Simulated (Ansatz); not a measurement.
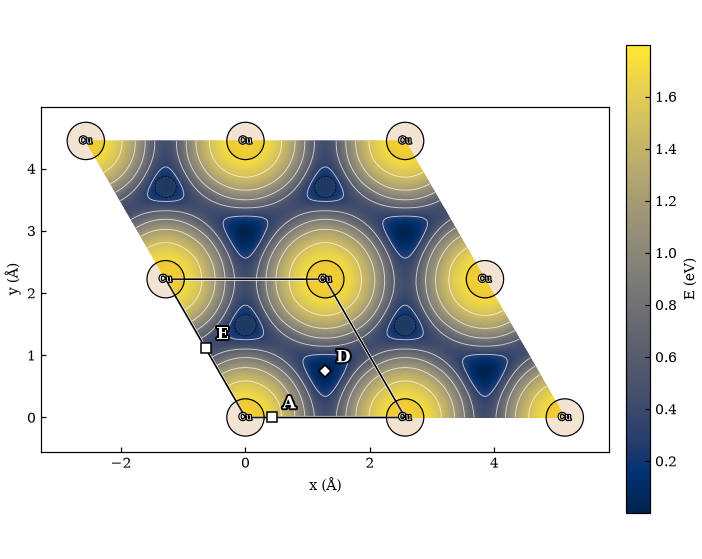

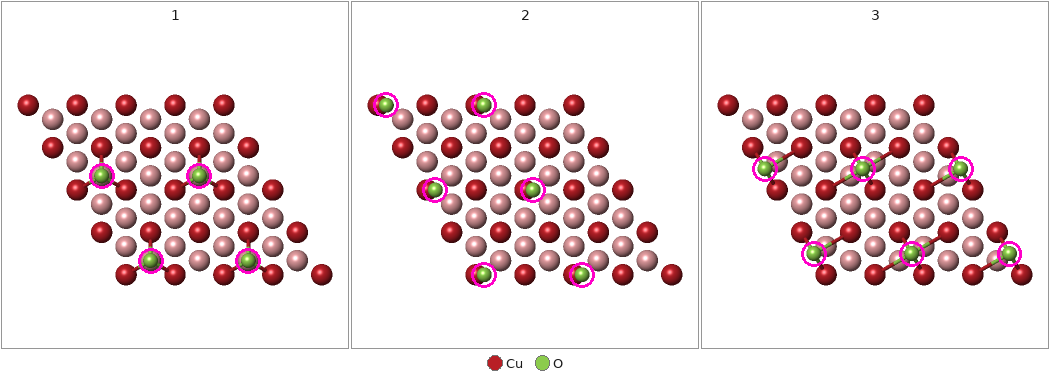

O on a Cu(111) slab cut from the Fm-3m phase, its upper half relaxed before the scan (12 atoms of substrate and one adsorbate in a 2 × 2 cell). O is moved over the surface cell; relaxed at each place: the height of the adsorbate's atoms; substrate rigid; the origin of the map has the adsorbate above Cu9. Places are given modulo a cell vector. The map is drawn in real space over the plane of the surface. The grid has 6 × 6 points; 10 points were computed and 26 follow by symmetry. Places are given in fractions of the 1 × 1 surface cell. Energies are in eV, from the lowest grid point. The runs have no spin polarisation; a magnetic state may lie lower. These are results of DFT PBE, scalar-relativistic, plane waves, PAW in Ansatz 0.2.0, not measurements. Settings: cutoff 420 eV, k-mesh 6×6×1, gaussian smearing 0.1 eV, no spin polarisation.

The picture shows a smooth colour map with a few white contour lines, labelled circles for the atoms of the top layer and small ones for the second layer, the outline of one cell of the 2 × 2 shown, lettered points. Between grid points the surface is interpolated. The numbered pictures are the structures at these points, in random order. Rings mark the moved atoms.

Q: Which structure belongs to which point?

A: A is structure 2: (1/6, 0/6) of the cell vectors [nearest 1 Cu at 1.72 Å], 1.65 eV; D is structure 1: a threefold hollow over a third-layer Cu atom, (4/6, 2/6) of the cell vectors, 0.00 eV; E is structure 3: a bridge site between two Cu atoms, (0/6, 3/6) of the cell vectors, 0.44 eV.

PAW datasets: the set soft_1.
